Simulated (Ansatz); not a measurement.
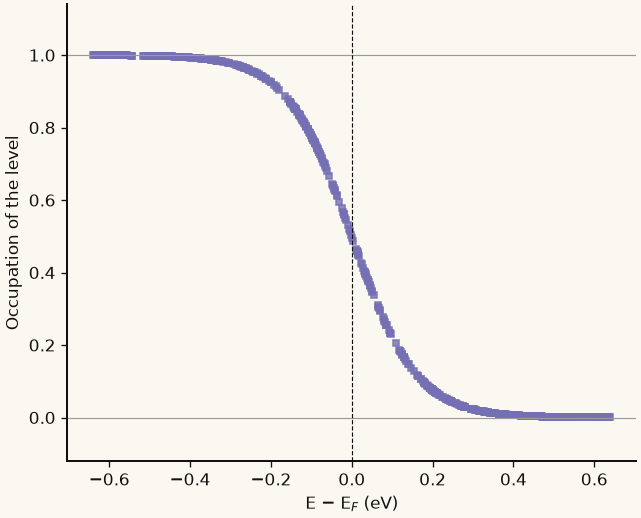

Occupations of the one-electron levels of the k mesh against their energy, from a run on Nb, space group Immm, 1 atom in the cell, with Ansatz.

Question: Which smearing scheme was used (Fermi-Dirac, Gaussian, Methfessel-Paxton or cold), and about what width?

Answer: Fermi-Dirac smearing with a width of 0.08 eV. The occupations stay between 0 and 1 and have long exponential tails; the slope at the Fermi level is 1/(4 × width).
